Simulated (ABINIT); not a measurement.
Run report: BAs, geometry relaxation (part 2 of 2)

The same run, continued: BAs (F-43m, 2 atoms in the cell); Kohn-Sham DFT of a periodic cell, LDA, PseudoDojo NC SR LDA v0.4.1 standard, no spin polarisation (ABINIT 10.8.3); cutoff 1088.46 eV, 8×8×8 k-mesh, fermi-dirac of 0.05 eV. The structure derives from an entry of the Crystallography Open Database.

Geometry of the input (Å; fractional positions):
```
0.0000  2.3885  2.3885
2.3885  0.0000  2.3885
2.3885  2.3885  0.0000
As 0.7500  0.7500  0.7500
B  0.0000  0.0000  0.0000
```

## The program's output, continued
```
 Cartesian coordinates (xcart) [bohr]
  6.74331325951531E+00  6.74331325951531E+00  6.74331325951531E+00
 -9.28395469291279E-31 -9.28395469291278E-31  2.78518640787384E-30
 Reduced coordinates (xred)
  7.50000000000000E-01  7.50000000000000E-01  7.50000000000000E-01
  3.09772025340481E-31  3.09772025340481E-31 -5.16286708900801E-31
 Cartesian forces (fcart) [Ha/bohr]; max,rms= 5.61524E-30 4.22009E-30 (free atoms)
  5.61524016360620E-30 -2.80762008180310E-30 -3.74349344240413E-30
 -5.61524016360620E-30  2.80762008180310E-30  3.74349344240413E-30
 Gradient of E wrt nuclear positions in reduced coordinates (gred)
  2.94508071282511E-29 -8.41451632235746E-30 -1.26217744835362E-29
 -2.94508071282511E-29  8.41451632235746E-30  1.26217744835362E-29
 Scale of Primitive Cell (acell) [bohr]
  6.35765671129125E+00  6.35765671129125E+00  6.35765671129125E+00
 Real space primitive translations (rprimd) [bohr]
  0.00000000000000E+00  4.49554217301021E+00  4.49554217301021E+00
  4.49554217301021E+00  0.00000000000000E+00  4.49554217301021E+00
  4.49554217301021E+00  4.49554217301021E+00  0.00000000000000E+00
 Unitary Cell Volume (ucvol) [Bohr^3]=  1.81708910393546E+02
 Angles (23,13,12)= [degrees]
  6.00000000000000E+01  6.00000000000000E+01  6.00000000000000E+01
 Lengths [Bohr]
  6.35765671129125E+00  6.35765671129125E+00  6.35765671129125E+00
 Stress tensor in cartesian coordinates (strten) [Ha/bohr^3]
  7.82491177937251E-05  0.00000000000000E+00  0.00000000000000E+00
  0.00000000000000E+00  7.82491177937251E-05  0.00000000000000E+00
  0.00000000000000E+00  0.00000000000000E+00  7.82491177937251E-05
 Total energy (etotal) [Ha]= -1.08935152317771E+02

 Difference of energy with previous step (new-old):
           Absolute (Ha)=-2.33227E-04
           Relative     =-2.14097E-06

--- Iteration: ( 3/50) Internal Cycle: (1/1)
--------------------------------------------------------------------------------

---SELF-CONSISTENT-FIELD CONVERGENCE--------------------------------------------

--- !BeginCycle
iteration_state: {dtset: 1, itime: 3, icycle: 1, }
solver: {iscf: 7, nstep: 80, nline: 4, wfoptalg: 0, }
tolerances: {tolvrs: 1.00E-12, }
...

     iter   Etot(hartree)      deltaE(h)  residm     vres2
 ETOT  1  -108.92939880603    -1.089E+02 2.235E-02 5.916E+01
 ETOT  2  -108.93402328846    -4.624E-03 6.914E-05 9.790E+00
 ETOT  3  -108.93524076014    -1.217E-03 7.263E-05 2.537E-01
 ETOT  4  -108.93526957040    -2.881E-05 9.568E-06 2.770E-03
 ETOT  5  -108.93526978753    -2.171E-07 2.650E-06 4.636E-05
 ETOT  6  -108.93526979514    -7.618E-09 1.109E-06 6.684E-07
 ETOT  7  -108.93526979519    -4.678E-11 3.962E-07 3.181E-08
 ETOT  8  -108.93526979519    -4.150E-12 2.063E-07 3.242E-10
 ETOT  9  -108.93526979519    -5.684E-14 6.653E-08 2.187E-12
 ETOT 10  -108.93526979520    -1.023E-12 5.134E-08 1.838E-15

 At SCF step   10       vres2   =  1.84E-15 < tolvrs=  1.00E-12 =>converged.

 Cartesian components of stress tensor (hartree/bohr^3)
  sigma(1 1)= -1.62915311E-06  sigma(3 2)=  0.00000000E+00
  sigma(2 2)= -1.62915311E-06  sigma(3 1)=  0.00000000E+00
  sigma(3 3)= -1.62915311E-06  sigma(2 1)=  0.00000000E+00

--- !ResultsGS
iteration_state: {dtset: 1, itime: 3, icycle: 1, }
comment   : Summary of ground state results
lattice_vectors:
- [  0.0000000,   4.4706524,   4.4706524, ]
- [  4.4706524,   0.0000000,   4.4706524, ]
- [  4.4706524,   4.4706524,   0.0000000, ]
lattice_lengths: [   6.32246,    6.32246,    6.32246, ]
lattice_angles: [ 60.000,  60.000,  60.000, ] # degrees, (23, 13, 12)
lattice_volume:   1.7870747E+02
convergence: {deltae: -1.023E-12, res2:  1.838E-15, residm:  5.134E-08, diffor: null, }
etotal    :  -1.08935270E+02
entropy   :   0.00000000E+00
fermie    :   2.68977624E-01
cartesian_stress_tensor: # hartree/bohr^3
- [ -1.62915311E-06,   0.00000000E+00,   0.00000000E+00, ]
- [  0.00000000E+00,  -1.62915311E-06,   0.00000000E+00, ]
- [  0.00000000E+00,   0.00000000E+00,  -1.62915311E-06, ]
pressure_GPa:   4.7931E-02
xred      :
- [  7.5000E-01,   7.5000E-01,   7.5000E-01, As]
- [  3.5012E-30,  -9.1770E-31,  -2.2348E-30,  B]
cartesian_forces: # hartree/bohr
- [ -0.00000000E+00,  -0.00000000E+00,  -0.00000000E+00, ]
- [ -0.00000000E+00,  -0.00000000E+00,  -0.00000000E+00, ]
force_length_stats: {min:   0.00000000E+00, max:   0.00000000E+00, mean:   0.00000000E+00, }
...

 Integrated electronic density in atomic spheres:
 ------------------------------------------------
 Atom  Sphere_radius  Integrated_density
    1        2.00000         12.49522077
    2        2.00000          2.57646619

---OUTPUT-----------------------------------------------------------------------

 Cartesian coordinates (xcart) [bohr]
  6.70597859230656E+00  6.70597859230656E+00  6.70597859230656E+00
 -1.40935474870912E-29  5.66189069659314E-30  1.15499608422091E-29
 Reduced coordinates (xred)
  7.50000000000000E-01  7.50000000000000E-01  7.50000000000000E-01
  3.50121148557743E-30 -9.17704690135270E-31 -2.23475411056685E-30
 Cartesian forces (fcart) [Ha/bohr]; max,rms= 0.00000E+00 0.00000E+00 (free atoms)
 -0.00000000000000E+00 -0.00000000000000E+00 -0.00000000000000E+00
 -0.00000000000000E+00 -0.00000000000000E+00 -0.00000000000000E+00
 Gradient of E wrt nuclear positions in reduced coordinates (gred)
  0.00000000000000E+00  0.00000000000000E+00  0.00000000000000E+00
  0.00000000000000E+00  0.00000000000000E+00  0.00000000000000E+00
 Scale of Primitive Cell (acell) [bohr]
  6.32245724948239E+00  6.32245724948239E+00  6.32245724948239E+00
 Real space primitive translations (rprimd) [bohr]
  0.00000000000000E+00  4.47065239487104E+00  4.47065239487104E+00
  4.47065239487104E+00  0.00000000000000E+00  4.47065239487104E+00
  4.47065239487104E+00  4.47065239487104E+00  0.00000000000000E+00
 Unitary Cell Volume (ucvol) [Bohr^3]=  1.78707470035732E+02
 Angles (23,13,12)= [degrees]
  6.00000000000000E+01  6.00000000000000E+01  6.00000000000000E+01
 Lengths [Bohr]
  6.32245724948238E+00  6.32245724948238E+00  6.32245724948238E+00
 Stress tensor in cartesian coordinates (strten) [Ha/bohr^3]
 -1.62915311127318E-06  0.00000000000000E+00  0.00000000000000E+00
  0.00000000000000E+00 -1.62915311126624E-06  0.00000000000000E+00
  0.00000000000000E+00  0.00000000000000E+00 -1.62915311127318E-06
 Total energy (etotal) [Ha]= -1.08935269795196E+02

 Difference of energy with previous step (new-old):
           Absolute (Ha)=-1.17477E-04
           Relative     =-1.07842E-06

--- Iteration: ( 4/50) Internal Cycle: (1/1)
--------------------------------------------------------------------------------

---SELF-CONSISTENT-FIELD CONVERGENCE--------------------------------------------

--- !BeginCycle
iteration_state: {dtset: 1, itime: 4, icycle: 1, }
solver: {iscf: 7, nstep: 80, nline: 4, wfoptalg: 0, }
tolerances: {tolvrs: 1.00E-12, }
...

     iter   Etot(hartree)      deltaE(h)  residm     vres2
 ETOT  1  -108.93526747273    -1.089E+02 9.296E-08 2.402E-02
 ETOT  2  -108.93526935029    -1.878E-06 3.067E-08 3.853E-03
 ETOT  3  -108.93526982755    -4.773E-07 2.851E-08 1.034E-04
 ETOT  4  -108.93526983931    -1.176E-08 3.959E-09 1.261E-06
 ETOT  5  -108.93526983942    -1.068E-10 1.212E-09 1.984E-08
 ETOT  6  -108.93526983942    -3.723E-12 5.568E-10 2.627E-10
 ETOT  7  -108.93526983942    -8.953E-13 1.948E-10 9.733E-12
 ETOT  8  -108.93526983942    -7.532E-13 9.989E-11 8.512E-14

 At SCF step    8       vres2   =  8.51E-14 < tolvrs=  1.00E-12 =>converged.

 Cartesian components of stress tensor (hartree/bohr^3)
  sigma(1 1)=  1.08045198E-07  sigma(3 2)=  0.00000000E+00
  sigma(2 2)=  1.08045198E-07  sigma(3 1)=  0.00000000E+00
  sigma(3 3)=  1.08045198E-07  sigma(2 1)=  0.00000000E+00

--- !ResultsGS
iteration_state: {dtset: 1, itime: 4, icycle: 1, }
comment   : Summary of ground state results
lattice_vectors:
- [  0.0000000,   4.4711518,   4.4711518, ]
- [  4.4711518,   0.0000000,   4.4711518, ]
- [  4.4711518,   4.4711518,   0.0000000, ]
lattice_lengths: [   6.32316,    6.32316,    6.32316, ]
lattice_angles: [ 60.000,  60.000,  60.000, ] # degrees, (23, 13, 12)
lattice_volume:   1.7876737E+02
convergence: {deltae: -7.532E-13, res2:  8.512E-14, residm:  9.989E-11, diffor: null, }
etotal    :  -1.08935270E+02
entropy   :   0.00000000E+00
fermie    :   2.68837978E-01
cartesian_stress_tensor: # hartree/bohr^3
- [  1.08045198E-07,   0.00000000E+00,   0.00000000E+00, ]
- [  0.00000000E+00,   1.08045198E-07,   0.00000000E+00, ]
- [  0.00000000E+00,   0.00000000E+00,   1.08045198E-07, ]
pressure_GPa:  -3.1788E-03
xred      :
- [  7.5000E-01,   7.5000E-01,   7.5000E-01, As]
- [  3.4641E-30,  -9.0343E-31,  -2.2148E-30,  B]
cartesian_forces: # hartree/bohr
- [  5.64587158E-30,  -2.82293579E-30,  -3.76391439E-30, ]
- [ -5.64587158E-30,   2.82293579E-30,   3.76391439E-30, ]
force_length_stats: {min:   7.34927778E-30, max:   7.34927778E-30, mean:   7.34927778E-30, }
...

 Integrated electronic density in atomic spheres:
 ------------------------------------------------
 Atom  Sphere_radius  Integrated_density
    1        2.00000         12.49572425
    2        2.00000          2.57646025

---OUTPUT-----------------------------------------------------------------------

 Cartesian coordinates (xcart) [bohr]
  6.70672772430406E+00  6.70672772430406E+00  6.70672772430406E+00
 -1.39419911574805E-29  5.58595782503037E-30  1.14491639440913E-29
 Reduced coordinates (xred)
  7.50000000000000E-01  7.50000000000000E-01  7.50000000000000E-01
  3.46410882474917E-30 -9.03434435970553E-31 -2.21477575473625E-30
 Cartesian forces (fcart) [Ha/bohr]; max,rms= 5.64587E-30 4.24311E-30 (free atoms)
  5.64587157957687E-30 -2.82293578978844E-30 -3.76391438638458E-30
 -5.64587157957687E-30  2.82293578978844E-30  3.76391438638458E-30
 Gradient of E wrt nuclear positions in reduced coordinates (gred)
  2.94508071282511E-29 -8.41451632235746E-30 -1.26217744835362E-29
 -2.94508071282511E-29  8.41451632235746E-30  1.26217744835362E-29
 Scale of Primitive Cell (acell) [bohr]
  6.32316353790297E+00  6.32316353790297E+00  6.32316353790297E+00
 Real space primitive translations (rprimd) [bohr]
  0.00000000000000E+00  4.47115181620271E+00  4.47115181620271E+00
  4.47115181620271E+00  0.00000000000000E+00  4.47115181620271E+00
  4.47115181620271E+00  4.47115181620271E+00  0.00000000000000E+00
 Unitary Cell Volume (ucvol) [Bohr^3]=  1.78767367530817E+02
 Angles (23,13,12)= [degrees]
  6.00000000000000E+01  6.00000000000000E+01  6.00000000000000E+01
 Lengths [Bohr]
  6.32316353790297E+00  6.32316353790297E+00  6.32316353790297E+00
 Stress tensor in cartesian coordinates (strten) [Ha/bohr^3]
  1.08045198440876E-07  0.00000000000000E+00  0.00000000000000E+00
  0.00000000000000E+00  1.08045198437406E-07  0.00000000000000E+00
  0.00000000000000E+00  0.00000000000000E+00  1.08045198447815E-07
 Total energy (etotal) [Ha]= -1.08935269839422E+02

 Difference of energy with previous step (new-old):
           Absolute (Ha)=-4.42262E-08
           Relative     =-4.05986E-10

 At Broyd/MD step   4, gradients are converged :
  max grad (force/stress) = 1.0805E-05 < tolmxf= 2.0000E-05 ha/bohr (free atoms)

================================================================================

 ----iterations are completed or convergence reached----

 Mean square residual over all n,k,spin=   48.926E-14; max=  99.891E-12
 reduced coordinates (array xred) for    2 atoms
       0.750000000000      0.750000000000      0.750000000000
       0.000000000000     -0.000000000000     -0.000000000000
 rms dE/dt=  2.7049E-29; max dE/dt=  5.8902E-29; dE/dt below (all hartree)
    1       0.000000000000     -0.000000000000     -0.000000000000
    2       0.000000000000      0.000000000000      0.000000000000

 cartesian coordinates (angstrom) at end:
    1      3.54904746902533     3.54904746902533     3.54904746902533
    2     -0.00000000000000     0.00000000000000     0.00000000000000

 cartesian forces (hartree/bohr) at end:
    1      0.00000000000000    -0.00000000000000    -0.00000000000000
    2     -0.00000000000000     0.00000000000000     0.00000000000000
 frms,max,avg= 4.2431075E-30 5.6458716E-30   0.000E+00  0.000E+00  0.000E+00 h/b

 cartesian forces (eV/Angstrom) at end:
    1      0.00000000000000    -0.00000000000000    -0.00000000000000
    2     -0.00000000000000     0.00000000000000     0.00000000000000
 frms,max,avg= 2.1818936E-28 2.9032239E-28   0.000E+00  0.000E+00  0.000E+00 e/A
 length scales=  6.323163537903  6.323163537903  6.323163537903 bohr
              =  3.346074042801  3.346074042801  3.346074042801 angstroms
 Fermi (or HOMO) energy (hartree) =   0.26884   Average Vxc (hartree)=  -0.42835
 Eigenvalues (hartree) for nkpt=  29  k points:
 kpt#   1, nband= 13, wtk=  0.00195, kpt=  0.0000  0.0000  0.0000 (reduced coord)
  -1.07447   -1.07447   -1.07447   -1.07357   -1.07357   -0.32651    0.24869    0.24869
   0.24869    0.37002    0.37002    0.37002    0.43298
      occupation numbers for kpt#   1
   2.00000    2.00000    2.00000    2.00000    2.00000    2.00000    1.99997    1.99997
   1.99997    0.00000    0.00000    0.00000    0.00000
 prteigrs : prtvol=0 or 1, do not print more k-points.

--- !EnergyTerms
iteration_state     : {dtset: 1, itime: 4, icycle: 1, }
comment             : Components of total free energy in Hartree
kinetic             :  7.82002526292870E+01
hartree             :  3.01733431438762E+01
xc                  : -2.46423815582438E+01
Ewald energy        : -6.40233216022629E+01
psp_core            :  3.14594968156754E+00
local_psp           : -8.09240978116403E+01
non_local_psp       : -5.08650143128136E+01
internal            : -1.08935269830230E+02
'-kT*entropy'       : -9.19236865065150E-09
total_energy        : -1.08935269839422E+02
total_energy_eV     : -2.96427970341068E+03
band_energy         : -1.07141471228839E+01
...

 Cartesian components of stress tensor (hartree/bohr^3)
  sigma(1 1)=  1.08045198E-07  sigma(3 2)=  0.00000000E+00
  sigma(2 2)=  1.08045198E-07  sigma(3 1)=  0.00000000E+00
  sigma(3 3)=  1.08045198E-07  sigma(2 1)=  0.00000000E+00

-Cartesian components of stress tensor (GPa)         [Pressure= -3.1788E-03 GPa]
- sigma(1 1)=  3.17879949E-03  sigma(3 2)=  0.00000000E+00
- sigma(2 2)=  3.17879949E-03  sigma(3 1)=  0.00000000E+00
- sigma(3 3)=  3.17879949E-03  sigma(2 1)=  0.00000000E+00

== END DATASET(S) ==============================================================
================================================================================

 -outvars: echo values of variables after computation  --------
            acell      6.3231635379E+00  6.3231635379E+00  6.3231635379E+00 Bohr
           etotal     -1.0893526984E+02
            fcart      5.6458715796E-30 -2.8229357898E-30 -3.7639143864E-30
                      -5.6458715796E-30  2.8229357898E-30  3.7639143864E-30
            rprim      0.0000000000E+00  7.0710678119E-01  7.0710678119E-01
                       7.0710678119E-01  0.0000000000E+00  7.0710678119E-01
                       7.0710678119E-01  7.0710678119E-01  0.0000000000E+00
           strten      1.0804519844E-07  1.0804519844E-07  1.0804519845E-07
                       0.0000000000E+00  0.0000000000E+00  0.0000000000E+00
           xangst      3.5490474690E+00  3.5490474690E+00  3.5490474690E+00
                      -7.3777839901E-30  2.9559615801E-30  6.0586366390E-30
             xred      7.5000000000E-01  7.5000000000E-01  7.5000000000E-01
                       3.4641088247E-30 -9.0343443597E-31 -2.2147757547E-30
 Calculation completed.
```

## Trajectory as extended XYZ (Å, eV, eV/Å), 4 frames, from step=0 to step=3
```
2
Lattice="0.0000 2.3885 2.3885 2.3885 0.0000 2.3885 2.3885 2.3885 0.0000" Properties=species:S:1:pos:R:3:forces:R:3 step=0 energy=-2964.27016
As    3.5827    3.5827    3.5827    0.0000   0.0000   0.0000
B     0.0000    0.0000    0.0000    0.0000   0.0000   0.0000
2
Lattice="0.0000 2.3789 2.3789 2.3789 0.0000 2.3789 2.3789 2.3789 0.0000" Properties=species:S:1:pos:R:3:forces:R:3 step=1 energy=-2964.27650
As    3.5684    3.5684    3.5684    0.0000   0.0000   0.0000
B     0.0000    0.0000    0.0000    0.0000   0.0000   0.0000
2
Lattice="0.0000 2.3658 2.3658 2.3658 0.0000 2.3658 2.3658 2.3658 0.0000" Properties=species:S:1:pos:R:3:forces:R:3 step=2 energy=-2964.27970
As    3.5487    3.5487    3.5487    0.0000   0.0000   0.0000
B     0.0000    0.0000    0.0000    0.0000   0.0000   0.0000
2
Lattice="0.0000 2.3660 2.3660 2.3660 0.0000 2.3660 2.3660 2.3660 0.0000" Properties=species:S:1:pos:R:3:forces:R:3 step=3 energy=-2964.27970
As    3.5490    3.5490    3.5490    0.0000   0.0000   0.0000
B     0.0000    0.0000    0.0000    0.0000   0.0000   0.0000
```

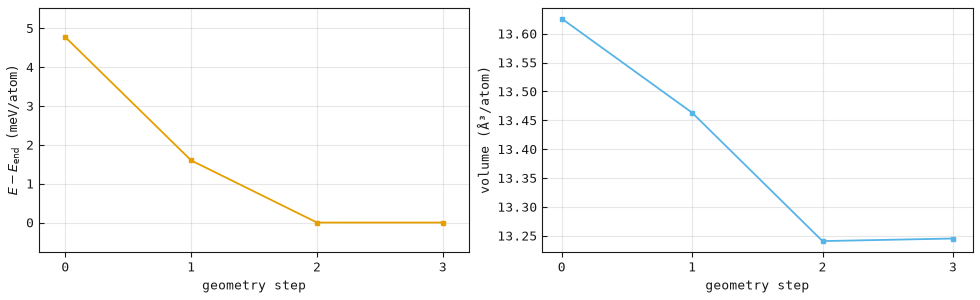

Figure 1. Progress of the relaxation, step by step (steps are counted from 0).

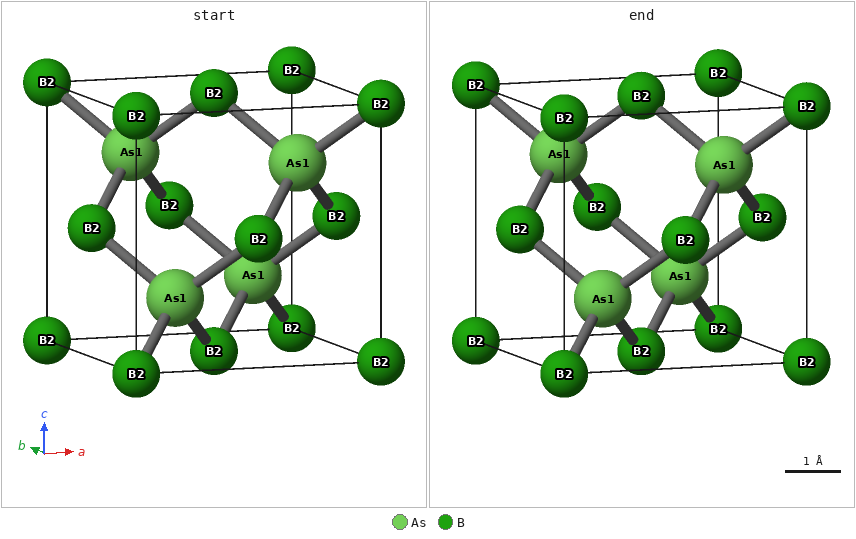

Figure 2. Before (left) and after (right) the relaxation, at one scale (ball-and-stick view of the cell 4 times as large as that of the calculation, set on its symmetry axes, seen slightly off an axis). Over 3 geometry steps the energy falls by 4.8 meV per atom. All forces vanish by symmetry, so only the cell relaxes. No atom moves by more than 0.005 Å relative to the cell. Cell: a = b = c 4.777 → 4.732 Å (−0.9 %). Volume −2.8 %. Distances before and after: As1–B2 2.069 → 2.049 Å. The space group stays F-43m (No. 216). (Atoms are counted from 1 in the order of the input.)

## Key numbers

```csv
quantity,value
outcome,converged
space group (tolerance 0.01 Å),F-43m (216)
electrons treated,18
free energy,−2964.2797 eV
Fermi energy,7.315 eV
gap on the k-point mesh,1.13 eV
pressure,0.00 GPa
final volume,26.49 Å³
largest force (length of the vector) at the end,under 0.001 eV/Å
final cell,"a = 3.346 Å, b = 3.346 Å, c = 3.346 Å, α = 60.00°, β = 60.00°, γ = 60.00°"
hardware,"4 threads of Arm Neoverse V1, 24 GiB of memory available, shared host"
wall time,35 s (CPU time 2.4 min)
peak memory,0.28 GiB
```
